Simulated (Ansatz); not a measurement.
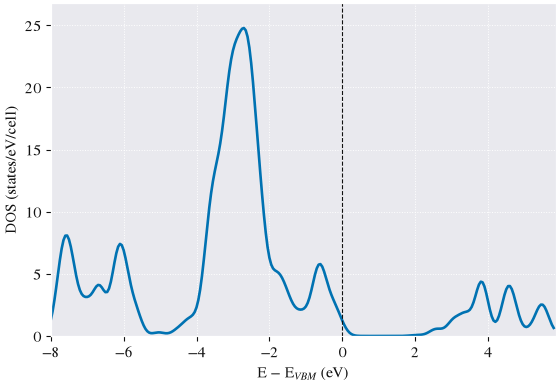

Density of states. Energies are counted from the top of the valence band. The curve is built from the levels of the k mesh with Gaussians 0.4 eV wide, which also blur the band edges.

System: Cu2O, space group Pn-3m, 6 atoms in the cell.

Ansatz; DFT, HSE06, plane waves, PAW, no spin polarisation, 4×4×4 k mesh.

Metal or insulator, going by the density of states?

There is a gap; over the k points computed it is 2.03 eV (direct among those points).

Where is the tallest peak of the filled states in the window?

Within the window shown, the tallest peak of the filled states lies 2.7 eV under the valence-band top, at about 25 states per eV and cell.
